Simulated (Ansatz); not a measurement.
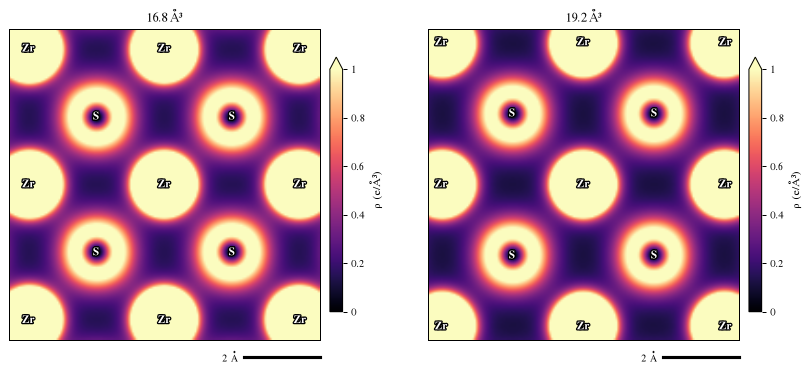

ZrS. The valence pseudo-density of cells scaled evenly to different volumes (given per atom above each panel), on the (110) plane of each (indices in the axes of the cell below), at one length scale and on one colour scale.

Method: Ansatz, DFT PBEsol, scalar-relativistic, plane waves, PAW.

The largest cell:

```
Zr S
1.0
     0.00000    2.66438    2.70375
     2.66438    0.00000    2.70375
     2.66438    2.66438    0.00000
Zr S
1 1
Direct
  0.00000 0.00000 0.00000
  0.50000 0.50000 0.50000
```

| volume (Å³/atom) | Zr–S contact in the plane (Å) | ρ at its midpoint (e/Å³) | pressure (GPa) | 
| --- | --- | --- | --- |
| 16.76 | 2.546 | 0.390 | 4.4 | 
| 18.36 | 2.625 | ? | ? | 
| 19.19 | 2.664 | 0.316 | −12.5 | 

**What values belong in the row with question marks?**

Over the known rows ln ρ falls by 1.78 per Å of Zr–S distance (the line through the two), which gives 0.339 e/Å³ at 2.625 Å; the calculation gives 0.339 e/Å³. For the pressure, a straight line in volume between the neighbouring rows gives −6.7 GPa; the calculation gives −8.1, lower because pressure rises ever faster on compression.
